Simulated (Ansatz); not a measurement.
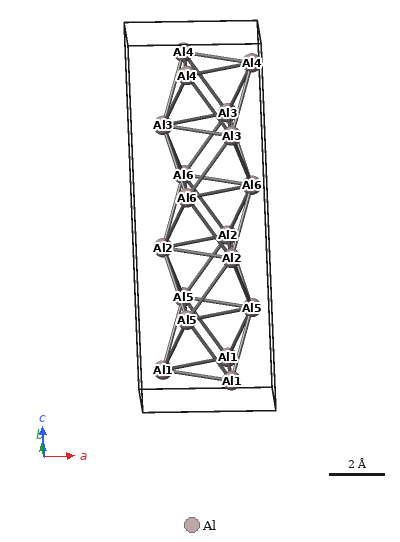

**Figure 1.** The structure as given in the input (ball-and-stick view of the cell 2 times as large as that of the calculation, set on its symmetry axes, seen at an oblique angle; atoms are numbered from 1 in the order of the input). An atom can appear more than once, as a periodic image.

Run report: Al, single-point calculation

- system: Al (C2/m, 6 atoms in the cell)
- method: DFT PBE+D3(BJ), scalar-relativistic, plane waves, PAW, PAW set soft_1, no spin polarisation (Ansatz 0.2.0)

The structure derives from a Materials Project entry. Figures and captions count atoms from 1; the log counts them from 0 in places.

Input:
```yaml
crystal:
  lattice:
    - [-2.803570076, 0.0, 0.0]
    - [-1.401785038, -2.4279629071, 0.0]
    - [-1.8690467173, -2.1581892508, 14.0252688885]
  atoms:
    - { symbol: Al, position: [0.6481444444, 0.5925777778, 0.08335] }
    - { symbol: Al, position: [0.5740703704, 0.2962814815, 0.4166833333] }
    - { symbol: Al, position: [0.4999962963, -1.48148e-05, 0.7500166667] }
    - { symbol: Al, position: [0.1296259259, -0.4814962963, 0.9166833333] }
    - { symbol: Al, position: [0.2777740741, 0.1110962963, 0.2500166667] }
    - { symbol: Al, position: [0.2037, -0.1852, 0.58335] }
basis:
  ecutwfc: 420
kpoints:
  mp_grid: { grid: [18, 18, 3] }
hamiltonian:
  xc: pbe
  pseudopotentials: { kind: paw, azcp: { folder: soft_1 } }
  dispersion: d3bj
scf:
  occupations: { method: gaussian, width: 0.15 }
output:
  forces: true
  stress: true
  eigenvalues: true
  write_density: true
  write_potential: true
  elf: true
  volumetric_format: npy
```

Machine: 2 threads of Arm Neoverse N1, 98 GiB of memory available, shared host.

Run as:
```bash
ansatz run input.yaml --threads 2 --pin off --max-ram 4096MiB --backend cpu --events-out ev --progress --plain --runs-dir out
```

Log:
```
Warning: crystal.symmetry: narrowed to the stabiliser of the k-point mesh — unitary ops 4 → 2; excluded 2 operations that carry a point of the 18×18×3 mesh (shift [0, 0, 0]) off the mesh (the run samples exactly the mesh kpoints.mp_grid names, as under crystal.symmetry.detect: false, and its converged state has the mesh's symmetry, not the crystal's; ε∞, the Born charges and the force constants of a linear response (`dielectric:` by the response, `phonons.method: dfpt`) are averaged over those of the crystal's operations that the state keeps within a tolerance, where `mesh_tensors`, `unaveraged_element` or `gamma_mean_max_change_ev_ang2` stands beside them; a row that `dielectric.field_direction` solves alone is averaged likewise, with nothing beside; a Γ-centred mesh of equal divisions is mapped onto itself by every operation and keeps the whole group, as does a half-shifted one under kpoints.further_shifts: images)
Engine: ansatz 0.2.0, aarch64-unknown-linux-gnu
Pseudopotentials: kind: paw
Pseudopotential: Al, paw, valence charge 3, recommended cutoff 420 eV (normal), [file]
Functional definition: PBE
  parameter kappa = 0.804
  parameter beta = 0.06672455060314922
  exchange = pbe_x(kappa = kappa, mu = beta*pi^2/3)
  correlation = pbe_c(beta = beta)
Crystal: 6 atoms, lattice volume = 95.470 Å³
Basis set: ecut = 420 eV, 1885 PW (Γ), exchange–correlation on 40×40×192 points (8 copies of the dense FFT grid, shifted against one another)
Bands: 15, of which v1, the nominal top of the filled ones, is band 9 counted from 1 (8 counted from 0)
Symmetry: 2 space group operations
k-points: 488 of 972
Non-local potential: Al, projectors of the file, l = 0: 2, l = 1: 2, l = 2: 1
PAW form: soft (Blöchl's): semilocal exchange-correlation on the pseudo side does not see the compensation charge
PAW one-centre angular grid: Al, 110 points (default); XC on 64 Gauss nodes
Initial density: superposition of atomic densities (chi_scale 0.1, normalization cell)
Initial wavefunctions: pseudopotential atomic-orbital guess
Functional: x = pbe(κ = 0.804, μ = 0.2195149727645171), c = pbe(β = 0.06672455060314922)
SCF iter   1: F=—  HF=-3227.019681 eV  |F-HF|=—  |Δ(HF+E_count)|=         —  Δρ=2.29e-2  dr2=5.38e-1  ethr=3.10e-3  ⟨swp⟩=6.3  Hψ=46326  notcnv=0  defer=1
preconditioner: auto → none  [metal: Δε(μ)=0.001 eV  Ē_g=7.514 eV  σ=0.150 eV  W_gap=0.01  n_scr=8 (ndim 8)  ℏωp=16.1 eV  f_vac=0.000  D(μ)=2.61/eV (n_scr^D=8)  sad-step TF]
SCF iter   2: F=—  HF=-3226.924001 eV  |F-HF|=—  |Δ(HF+E_count)|=   9.57e-2  Δρ=1.52e-2  dr2=2.40e-1  ethr=2.99e-3  ⟨swp⟩=1.0  Hψ=11225  notcnv=0  defer=7
SCF iter   3: F=—  HF=-3226.798292 eV  |F-HF|=—  |Δ(HF+E_count)|=   1.26e-1  Δρ=5.86e-4  dr2=9.44e-3  ethr=1.33e-3  ⟨swp⟩=8.2  Hψ=78432  notcnv=0  defer=233
automatic band count: the SCF goes on with 21 bands, as 15 were too few: the levels above may hold too much charge
SCF iter   4: F=—  HF=-3226.798346 eV  |F-HF|=—  |Δ(HF+E_count)|=   5.36e-5  Δρ=6.87e-4  dr2=1.84e-2  ethr=5.25e-5  ⟨swp⟩=1.0  Hψ=14152  notcnv=0  defer=229
SCF iter   5: F=—  HF=-3226.797561 eV  |F-HF|=—  |Δ(HF+E_count)|=   7.84e-4  Δρ=8.40e-5  dr2=3.00e-5  ethr=5.25e-5  ⟨swp⟩=1.0  Hψ=8055  notcnv=0  defer=229
SCF iter   6: F=—  HF=-3226.797606 eV  |F-HF|=—  |Δ(HF+E_count)|=   4.52e-5  Δρ=6.22e-5  dr2=1.86e-5  ethr=1.67e-7  ⟨swp⟩=2.0  Hψ=11204  notcnv=0  defer=229
SCF iter   7: F=—  HF=-3226.797602 eV  |F-HF|=—  |Δ(HF+E_count)|=   4.87e-6  Δρ=8.01e-6  dr2=2.21e-7  ethr=1.03e-7  ⟨swp⟩=2.1  Hψ=11002  notcnv=0  defer=229
SCF iter   8: F=-3226.797601 eV  HF=-3226.797602 eV  |F-HF|=6.05e-8  |Δ(HF+E_count)|=   3.10e-8  Δρ=3.14e-6  dr2=6.76e-8  ethr=5.56e-10  ⟨swp⟩=11.0  Hψ=58403  notcnv=0
SCF 1 converged in 8 iterations: F = -3226.797601 eV  dr2 = 6.76e-8
  greatest PAW one-centre occupation: 0.458 electrons in one spin orbital (limit 2), on the Al atom at site 3 (counted from 0), in its partial waves of l = 0
```

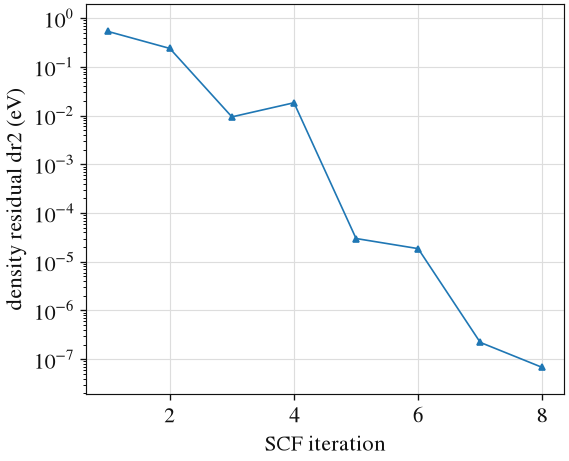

**Figure 2.** Convergence of the self-consistent field: density residual dr2 against the SCF iteration. The residual falls almost steadily, with no more than small rises.

```
SCF converged after 8 iterations
Free energy (F): -3226.797601 eV
Harris-Foulkes:  -3226.797602 eV  (|F-HF|=6.05e-8)
Internal energy: -3226.768239 eV  (E = F + TS)
E sigma→0 (E₀):  -3226.782920 eV
Entropy (-TS):   -0.029363 eV (-4.894 meV/atom)
Fermi energy:    8.308858 eV
--- Per-component energies (eV) ---
  E_band       = 68.407616
  E_kinetic    = 138.271291
  E_local      = 66.085870  (includes V_loc(G=0)·N_el)
  E_nonlocal   = 61.025921
  E_hartree    = 0.638220
  E_xc         = -227.603122
  E_vxc        = -176.904993  (∫ρ·V_xc dr)
  E_paw        = -2816.862643  (= ΣΔE_a)
  E_vpaw       = -21.346901  (= ΣTr[D̂ρ^β])
  E_aug_tail   = -0.000016  (compensation charges beyond the density's cutoff)
  E_ewald      = -446.227658
  E_disp       = -2.096102  (pairwise vdW)
  E_smearing   = -0.029363  (= −TS)
  E_closure    = 0.000000  (closes the sum)
  Σ components = -3226.797601   (vs F -3226.797601, Δ=0.00e0)
--- Forces (eV/Å), atoms counted from 1 ---
  atom   1  Al     0.31017576    -0.18026166     0.37314991
  atom   2  Al     0.00845416    -0.00594000     0.00822122
  atom   3  Al     0.03290205    -0.02077042     0.01228551
  atom   4  Al    -0.31017576     0.18026166    -0.37314991
  atom   5  Al    -0.03290205     0.02077042    -0.01228551
  atom   6  Al    -0.00845416     0.00594000    -0.00822122
  max |Σ_I F_I| component: 1.21e-17 eV/Å
--- Stress (GPa, compression-positive) ---
        0.690253       0.079468       1.038007
        0.079468       0.413624      -0.466058
        1.038007      -0.466058       0.665740
  P = ⅓ Tr σ = 0.5899 GPa (5.899 kbar)
--- Band table (eV; the first three rows and the last of 488) ---
  k-point 0: bands = ["-3.0643", "-2.3206", "-2.3085", "-0.0908", "-0.0886", "3.4687", "3.6244", "8.4846", "8.5070", "14.5484", "14.6119", "19.5417", "19.5515", "19.6952", "19.7798", "19.9030", "19.9513", "20.0347", "20.0487", "20.1792", "20.2766"]
  k-point 1: bands = ["-2.9809", "-2.7304", "-1.7344", "-0.9919", "0.9693", "2.1813", "5.0581", "6.7084", "10.4127", "12.4480", "16.7581", "18.8137", "19.5998", "19.6191", "19.7649", "19.7817", "19.8093", "19.8862", "19.9914", "20.1016", "20.3520"]
  k-point 2: bands = ["-2.9851", "-2.3099", "-2.1617", "-0.1577", "0.1332", "3.3941", "3.8495", "8.2906", "8.8426", "14.3041", "14.9480", "17.8033", "18.3547", "18.5633", "18.7024", "18.9818", "19.2208", "19.6436", "19.7934", "20.0303", "20.4423"]
  k-point 487: bands = ["3.0126", "3.1402", "3.4557", "3.6225", "3.8814", "4.0754", "5.4152", "5.7444", "6.3097", "6.6657", "8.4461", "8.9405", "10.1066", "10.5539", "13.0219", "13.5372", "14.3669", "14.5970", "14.7927", "15.0417", "15.3928"]
```

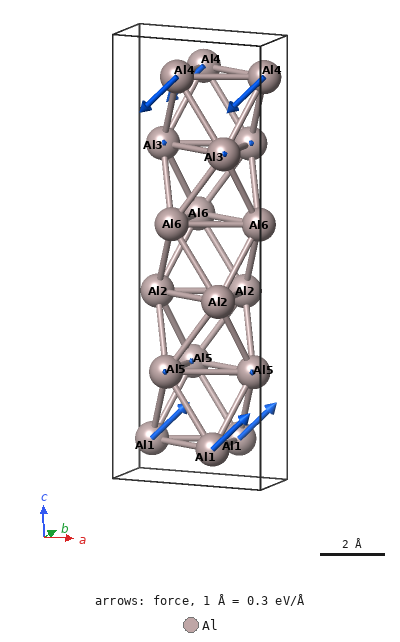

**Figure 3.** Forces on the atoms as blue arrows (ball-and-stick view of the cell 2 times as large as that of the calculation, set on its symmetry axes, seen slightly off an axis; atoms are numbered from 1 in the order of the input); the smallest are left out. The largest act on Al1, Al4 (0.52 eV/Å). The geometry is not a stationary point of this energy.

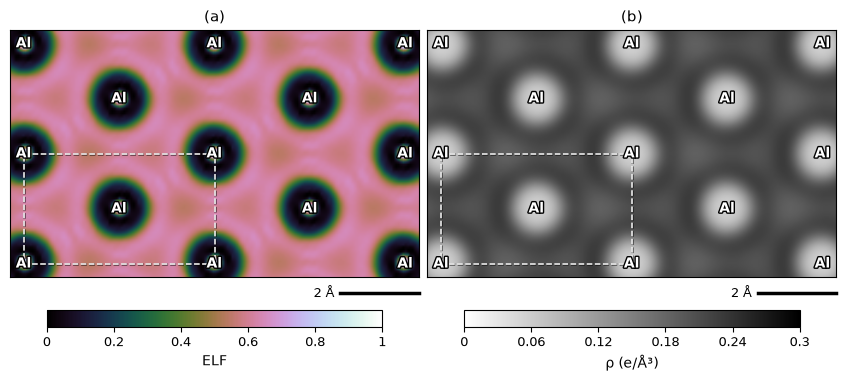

**Figure 4.** (a) electron localisation function; (b) valence electron density on the (001) plane of the conventional cell. The section cuts through Al sites. Al–Al (2.80 Å): ρ at the midpoint is about 0.21 e/Å³; the ELF peaks at about 0.65 between the atoms. Away from the nuclei the density in this plane falls to 0.19 e/Å³ at its lowest. The fields are those of the smooth PAW valence density.

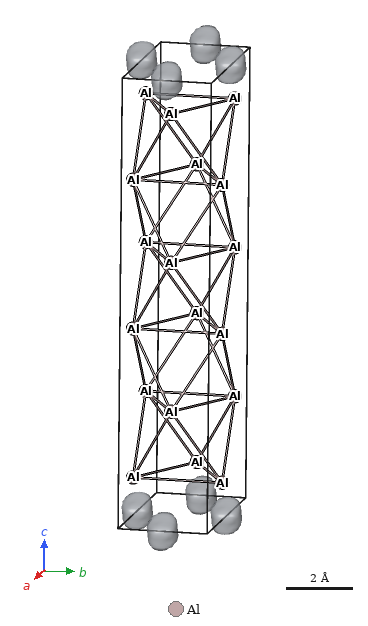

**Figure 5.** Isosurface of the ELF at 0.7 (grey), seen slightly off an axis. Only the valence region is drawn (cores and ρ < 0.01 e/Å³ removed). Sticks mark near contacts. The outline is the cell set on symmetry axes. Profiles from the grid: Al–Al (2.57 Å): the ELF peaks at about 0.80 between the atoms, which marks localised, shared-pair bonding. Al–Al (2.80 Å): the ELF peaks at about 0.65 between the atoms.

Summary:

```tsv
quantity	value
outcome	converged
space group (tolerance 0.01 Å)	C2/m (12)
electrons treated	18
free energy	−3226.7976 eV
Fermi energy	8.309 eV
gap on the k-point mesh	none (metallic)
pressure	0.59 GPa
largest force (length of the vector)	0.518 eV/Å
wall time	70 s (CPU time 2.3 min)
peak memory	1 GiB
```

Remarks:

The program warns: the k-point mesh lowers the symmetry that the run can use.
